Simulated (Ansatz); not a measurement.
# Geometry relaxation of Si8N (part 2 of 2)

The same run, continued: Si8N (slab, 9 atoms in the cell); DFT PBE, scalar-relativistic, plane waves, PAW, PAW set soft_1, spin-polarised (Ansatz 0.2.0); cutoff 420 eV, 7×4×1 k-mesh, Gaussian smearing of 0.05 eV, collinear spins. The structure derives from a Materials Project entry. The input holds or restrains some coordinates. Forces given for the steps count only the free coordinates.

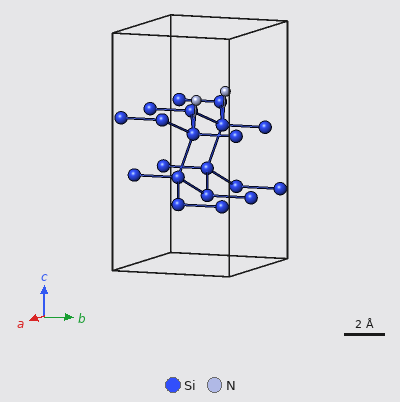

Figure 1. The geometry at step 2 of the log (ball-and-stick view of the 2 × 1 repeat of the cell, with the vacuum cut short, seen slightly off an axis).

```
WARN: The input density's exchange-correlation potential varies sharply where the density is thin. Do not read a vacuum level from v_tot or v_xc, or from such a field of the output density. On a cell that repeats whose density bears no net charge and no dipole along the vacuum's axis use v_es (v_loc + v_h of the components); under efield.dipole_correction with no amplitude use v_es + v_field, which holds any external_charges[].barrier, or the levels of the report's work_function block, which leave it out; under a non-zero efield.amplitude the vacuum is tilted and has no level; on a cell that repeats and bears such a dipole with no correction it is tilted too, and efield.dipole_correction with no amplitude gives each side of its ramp a level where efield: is served; in a cell that repeats whose density bears a net charge (total_charge, or a fill off its count) it is curved and has none; of a slab under crystal.periodic whose density bears no net charge use v_es, which has a level on each side, short of where the two are joined; of another it falls or rises all the way out and has none; of a slab beside external_charges read slab_vacuum_level instead, which it has where they leave it neutral. The grid or the basis barely resolves most such structure, and the values can differ between equally converged runs; as a rule a tighter scf.convergence.dr2_threshold does not remove it. Where the density itself ripples (under the LDA too) a higher basis.ecutwfc lessens it. The files hold the spikes' plane waves up to the density's cutoff. Files: v_tot and the like, and their columns of v_z.tsv (output.write_potential); v_xc and the like, and their columns of v_comp_z.tsv (output.write_potential_components); where files of the output density stand in their place, no point of their own thin density is over the threshold below, and this is of outcome.potential() and, of a run that writes arrays (npy), the arrays of these names. Measured: with its Gaussian average of σ = 0.25 Å subtracted twice, the exchange-correlation potential is over 0.1 eV at 29 of the grid points where the equally averaged density (valence and model cores) is under 1e-3 e/Å³, and 0.318 eV at the most among them, at an averaged density of 4.7e-8 e/Å³. See output.write_potential in the manual, Limitations
SCF converged after 6 iterations
Stability not checked: this state was not tested for a lower state beside it, because the mixer in use, unlike msr1, does not test its closes by its own steps (another_mixer; see scf.mixing.algorithm and scf.lower_state_search)
Magnetization: -0.0000 μB (18.5000 up, 18.5000 down)
Absolute magnetization: 0.0001 μB (∫|ρ↑−ρ↓|, with the PAW one-centre terms)
Spin contamination: 0.0000 ħ² per cell (⟨S²⟩ above its minimum at these occupations)
Per-site moments (μB) at R_I (Å): [(6.321424494359464e-6, 0.9748753826173056), (-5.215158933733841e-6, 0.9748753826173053), (-3.383741259927508e-7, 0.9748753826173053), (-7.778845748280929e-7, 0.9748753826173056), (4.935063568426301e-7, 0.9519632568359884), (-7.917369280539438e-7, 0.7107360632284863), (2.3165976311200376e-7, 0.924103162842639), (-3.5677436698302397e-6, 0.924103162842639), (-5.323943291214903e-6, 0.7107360632284863)]
Free energy (F): -5463.706324 eV
Harris-Foulkes:  -5463.706324 eV  (|F-HF|=2.42e-10)
Internal energy: -5463.702608 eV  (E = F + TS)
E sigma→0 (E₀):  -5463.704466 eV
Entropy (-TS):   -0.003716 eV (-0.413 meV/atom)
Fermi energy:    -1.248108 eV
Dipole field:    D = -0.040146 V/Å  (p = -0.107413 e·Å, saw-weighted, corrected)
Work function:   Φ+ = 5.5988 eV   Φ− = 4.8059 eV
Levels:          The Fermi level and band energies are counted from a zero that moves with the ramp; work functions are not
--- Per-component energies (eV) ---
  E_band       = -237.608709
  E_kinetic    = 441.088745
  E_local      = -7765.191208  (includes V_loc(G=0)·N_el)
  E_nonlocal   = 218.028926
  E_hartree    = 3673.682565
  E_xc         = -505.083520
  E_vxc        = -448.827772  (∫ρ·V_xc dr)
  E_paw        = -4217.777122  (= ΣΔE_a)
  E_vpaw       = -30.131584  (= ΣTr[D̂ρ^β])
  E_aug_tail   = 0.001084  (compensation charges beyond the density's cutoff)
  E_efield     = 0.002156  (sawtooth field / dipole correction)
  E_vefield    = 0.058135  (∫n·V_field dr)
  E_ewald      = 2691.545765
  E_smearing   = -0.003716  (= −TS)
  E_closure    = 0.000000  (closes the sum)
  Σ components = -5463.706324   (vs F -5463.706324, Δ=0.00e0)
--- Forces (eV/Å), atoms counted from 1 ---
  atom   1  Si     0.00000000    -0.54581421     0.55618659
  atom   2  Si     0.00000000     0.53417536     0.48939605
  atom   3  Si     0.00000000    -0.14988953    -0.49176932
  atom   4  Si     0.00000000     0.26037063    -0.75526706
  atom   5  Si     0.00000000     0.22616307    -0.34244350
  atom   6  Si     0.00000000     1.71716962    -1.68560798
  atom   7  Si     0.00000000     0.95470437     2.02499244
  atom   8  Si     0.00000000    -0.63270018     0.19044305
  atom   9  N      0.00000000    -2.36417998     0.01407331
  max |Σ_I F_I| component: 3.59e-6 eV/Å
--- Band table (eV; the first three rows and the last of 24) ---
  k-point 0 ↑: bands = ["-16.4446", "-12.3889", "-11.2370", "-10.1390", "-9.0028", "-8.6536", "-7.8488", "-5.6249", "-5.4514", "-4.8649", "-3.9073", "-3.3690", "-3.1240", "-2.9566", "-2.7523", "-2.1850", "-1.9710", "-1.6267", "-1.1338", "-0.2889", "-0.1744", "0.2824", "0.4806", "1.2598", "1.6157", "1.7036", "2.2663", "2.2727", "2.7867"]
  k-point 1 ↑: bands = ["-16.4338", "-12.2795", "-11.3131", "-10.5317", "-9.5245", "-7.8565", "-7.0779", "-5.7144", "-5.5874", "-4.8365", "-4.2973", "-3.3490", "-3.1323", "-2.8799", "-2.7668", "-2.5002", "-1.9239", "-1.8403", "-1.1042", "-0.5985", "-0.2737", "0.4207", "0.6278", "0.9961", "1.5322", "2.0338", "2.2097", "2.3923", "2.8395"]
  k-point 2 ↑: bands = ["-16.4228", "-12.1329", "-11.4137", "-10.8368", "-9.7857", "-6.9787", "-6.4018", "-5.8668", "-5.5474", "-5.4887", "-4.1751", "-3.7983", "-3.3758", "-2.6152", "-2.5797", "-2.3509", "-2.1501", "-2.0028", "-1.6192", "-0.4440", "-0.3385", "0.2617", "0.7242", "1.0348", "1.4245", "1.8593", "2.5457", "2.8978", "3.1040"]
  k-point 11 ↓: bands = ["-16.0629", "-10.7848", "-10.2709", "-10.0932", "-9.3638", "-8.7552", "-8.1425", "-7.5636", "-7.2022", "-4.9705", "-4.4134", "-4.2004", "-4.0240", "-3.7665", "-3.2982", "-3.1684", "-2.0410", "-1.8554", "-1.3945", "-1.0818", "-0.7064", "0.1360", "0.7407", "1.1829", "1.5400", "2.0476", "2.4236", "3.2903", "3.5523"]
--- Relaxed structure (2 steps of the walk, 2 accepted, 0 SCFs on fresh bases) ---
  F+E_penalty+E_count = -5463.70632368 eV   max|allowed force component| = 1.407e-2 eV/Å
  atoms:
    - { symbol: Si, position: [0.0, 0.9370679282, 0.20250556560000002] }
    - { symbol: Si, position: [0.0, 0.5629320718, 0.20250556560000002] }
    - { symbol: Si, position: [0.5, 0.4370679282, 0.2587875163000001] }
    - { symbol: Si, position: [0.5, 0.0629320718, 0.2587875163000001] }
    - { symbol: Si, position: [0.5, 0.9333044702, 0.3720589482] }
    - { symbol: Si, position: [0.5, 0.5666955298, 0.3720589482] }
    - { symbol: Si, position: [0.0, 0.4259907587000001, 0.41779649890000004] }
    - { symbol: Si, position: [0.0, 0.0740092413, 0.41779649890000004] }
    - { symbol: N, position: [0.5, 0.5926574254, 0.4588859844] }
--- Löwdin populations: 9 sites ---
  site symbol       q [e]    m [muB]
     0     Si      3.9588     0.0000
     1     Si      3.9858    -0.0000
     2     Si      3.9449     0.0000
     3     Si      3.9361    -0.0000
     4     Si      3.9236     0.0000
     5     Si      3.5438    -0.0000
     6     Si      3.6672     0.0000
     7     Si      3.8717    -0.0000
     8      N      5.6071    -0.0000
  spilling = 0.015161 (of n_electrons = 37.000000)
```

## File populations.tsv
```
# site	symbol	l	j	q_up	q_dn
# orbitals = lowdin
# n_electrons = 37.000000
# spilling = 0.015161
0	Si	0_3S	-	0.686924	0.686922
0	Si	1_3P	-	1.292489	1.292469
1	Si	0_3S	-	0.686876	0.686878
1	Si	1_3P	-	1.306003	1.306020
2	Si	0_3S	-	0.627182	0.627182
2	Si	1_3P	-	1.345292	1.345291
3	Si	0_3S	-	0.629093	0.629094
3	Si	1_3P	-	1.338948	1.338950
4	Si	0_3S	-	0.617999	0.617999
4	Si	1_3P	-	1.343813	1.343811
5	Si	0_3S	-	0.558289	0.558290
5	Si	1_3P	-	1.213618	1.213622
6	Si	0_3S	-	0.641492	0.641492
6	Si	1_3P	-	1.192118	1.192117
7	Si	0_3S	-	0.648309	0.648310
7	Si	1_3P	-	1.287537	1.287550
8	N	0_2S	-	0.871939	0.871939
8	N	1_2P	-	1.931595	1.931604
```

## Trajectory as extended XYZ (Å, eV, eV/Å), 2 frames, from step=1 to step=2
```
9
Lattice="3.8511 0.0000 0.0000 0.0000 6.3647 0.0000 0.0000 0.0000 19.7525" Properties=species:S:1:pos:R:3:forces:R:3 step=1 energy=-5463.70632
Si    0.0000    5.9641    4.0000    0.0000  -0.5458   0.5562
Si    0.0000    3.5829    4.0000    0.0000   0.5342   0.4894
Si    1.9255    2.7818    5.1117    0.0000  -0.1499  -0.4918
Si    1.9255    0.4005    5.1117    0.0000   0.2604  -0.7553
Si    1.9255    5.9402    7.3491    0.0000   0.2262  -0.3425
Si    1.9255    3.6068    7.3491    0.0000   1.7172  -1.6856
Si    0.0000    2.7113    8.2525    0.0000   0.9547   2.0250
Si    0.0000    0.4710    8.2525    0.0000  -0.6327   0.1904
N     1.9255    3.7721    9.0642    0.0000  -2.3642   0.0141
9
Lattice="3.8511 0.0000 0.0000 0.0000 6.3647 0.0000 0.0000 0.0000 19.7525" Properties=species:S:1:pos:R:3:forces:R:3 step=2 energy=-5463.70632
Si    0.0000    5.9641    4.0000    0.0000  -0.5458   0.5562
Si    0.0000    3.5829    4.0000    0.0000   0.5342   0.4894
Si    1.9255    2.7818    5.1117    0.0000  -0.1499  -0.4918
Si    1.9255    0.4005    5.1117    0.0000   0.2604  -0.7553
Si    1.9255    5.9402    7.3491    0.0000   0.2262  -0.3424
Si    1.9255    3.6068    7.3491    0.0000   1.7172  -1.6856
Si    0.0000    2.7113    8.2525    0.0000   0.9547   2.0250
Si    0.0000    0.4710    8.2525    0.0000  -0.6327   0.1904
N     1.9255    3.7721    9.0642    0.0000  -2.3642   0.0141
```

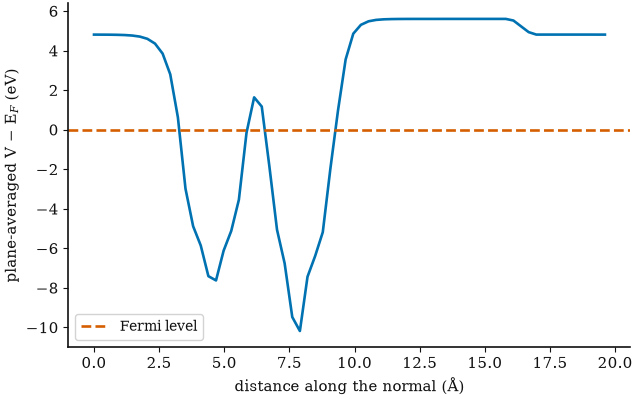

Figure 2. Plane average of the electrostatic potential energy of an electron across the cell, from the Fermi level. The vacuum level lies 5.60 eV above the Fermi level on the upper side and 4.81 eV on the lower.

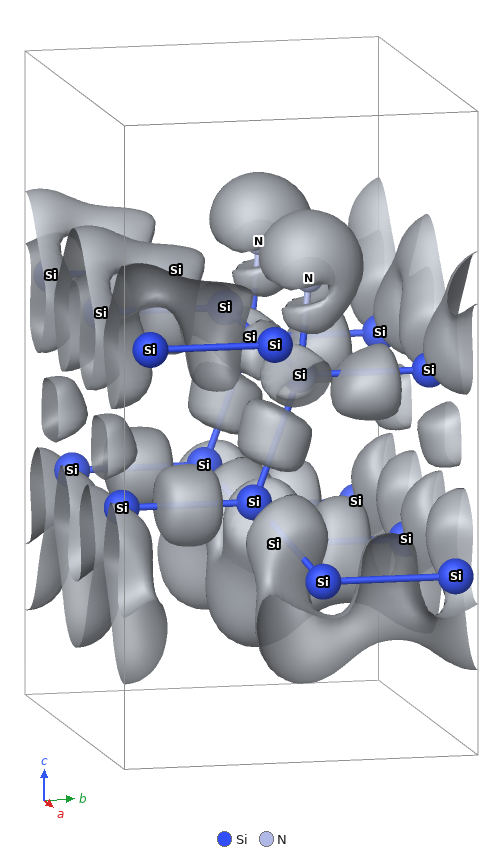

Figure 3. Isosurface of the ELF at 0.75 (grey), seen slightly off an axis. Core shells and regions of very low density are left out. Sticks mark near contacts. Along the contacts the grid gives the following. Si–N (1.72 Å): the ELF peaks at about 0.85 between the atoms, which marks a polar covalent bond. Si–Si (2.24 Å): the ELF peaks at about 0.95 between the atoms (a covalent bond). Core electrons are frozen (PAW), so the fields are smoothed inside the atomic spheres.

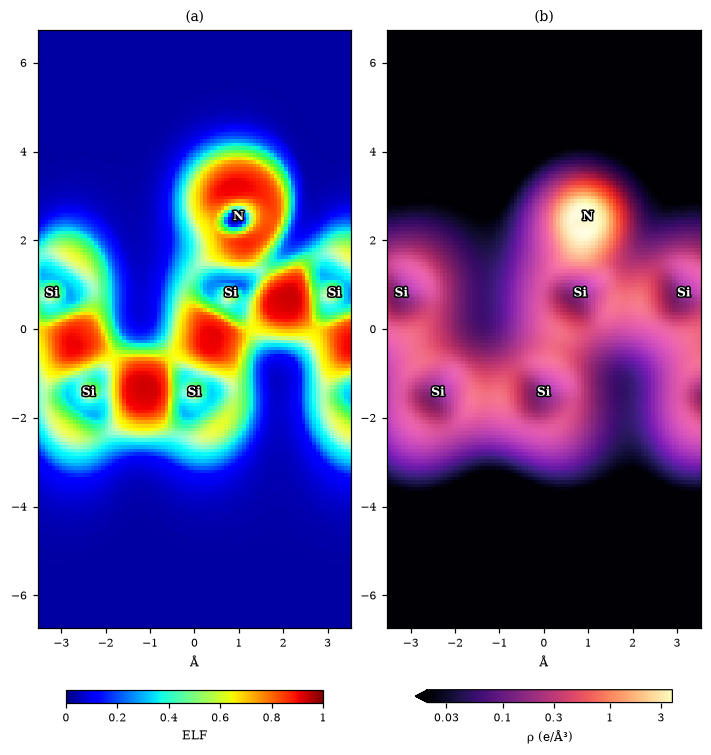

Figure 4. (a) electron localisation function; (b) valence charge density (pseudo) on the (100) plane of the calculation cell, a cut from vacuum to vacuum. Atoms in the plane: Si and N. Si–N (1.72 Å): the density is about 1.1 e/Å³ at the midpoint; the ELF peaks at about 0.85 between the atoms (a polar covalent bond). Si–Si (2.38 Å): ρ at the midpoint is about 0.55 e/Å³, a local maximum along the line; the ELF peaks at about 0.95 between the atoms, which marks a shared electron pair. The density dies away to nearly zero in the vacuum.

The run was set up as follows.

## Input
```yaml
crystal:
  lattice:
    - [3.8510822285, 0.0, 0.0]
    - [0.0, 6.3646810443, 0.0]
    - [0.0, 0.0, 19.7525435318]
  atoms:
    - { symbol: Si, position: [0.0, 0.9370679282, 0.2025055656] }
    - { symbol: Si, position: [0.0, 0.5629320718, 0.2025055656] }
    - { symbol: Si, position: [0.5, 0.4370679282, 0.2587875163] }
    - { symbol: Si, position: [0.5, 0.0629320718, 0.2587875163] }
    - { symbol: Si, position: [0.5, 0.9333044702, 0.3720589482] }
    - { symbol: Si, position: [0.5, 0.5666955298, 0.3720589482] }
    - { symbol: Si, position: [0.0, 0.4259907587, 0.4177964989] }
    - { symbol: Si, position: [0.0, 0.0740092413, 0.4177964989] }
    - { symbol: "N", position: [0.5, 0.5926574254, 0.4588859844], spin: 3.0 }
basis:
  ecutwfc: 420
kpoints:
  mp_grid: { grid: [7, 4, 1] }
hamiltonian:
  xc: pbe
  pseudopotentials: { kind: paw, azcp: { folder: soft_1 } }
scf:
  occupations: { method: gaussian, width: 0.05 }
output:
  forces: true
  eigenvalues: true
  populations: true
  write_density: true
  write_potential: true
  elf: true
  volumetric_format: npy
magnetization:
  spin_polarized: true
relax:
  adjacent_minimum: "off"
  f_tol: 0.025
  max_steps: 16
  constraints: [{ sites: [0, 1, 2, 3, 4, 5, 6, 7] }, { sites: [8], fix: xy }]
efield:
  axis: 3
  dipole_correction: true
  ramp_width: 0.04
```

Run as:
```bash
ansatz run input.yaml --threads 2 --pin off --max-ram 6144MiB --backend cpu --events-out ev --progress --plain --runs-dir out
```

## Key numbers

```tsv
quantity	value
outcome	converged under the restraints of the input
electrons treated	37
free energy	−5463.7063 eV
work function, top face	5.60 eV
work function, bottom face	4.81 eV
Fermi energy	−1.248 eV
gap on the k-point mesh	none (metallic)
net moment of the cell	0.00 μB
integrated absolute moment	0.00 μB
final volume	484.15 Å³
work function (upper face)	5.60 eV
largest force (length of the vector) at the end, held atoms and coordinates included	2.406 eV/Å
hardware	2 threads of Intel Xeon (Granite Rapids), 32 GiB of memory available, shared host
wall time	34 s (CPU time 66 s)
peak memory	0.79 GiB
```

Warnings of the run: some starting moments were not kept; the exchange-correlation potential is rough where the density is thin.
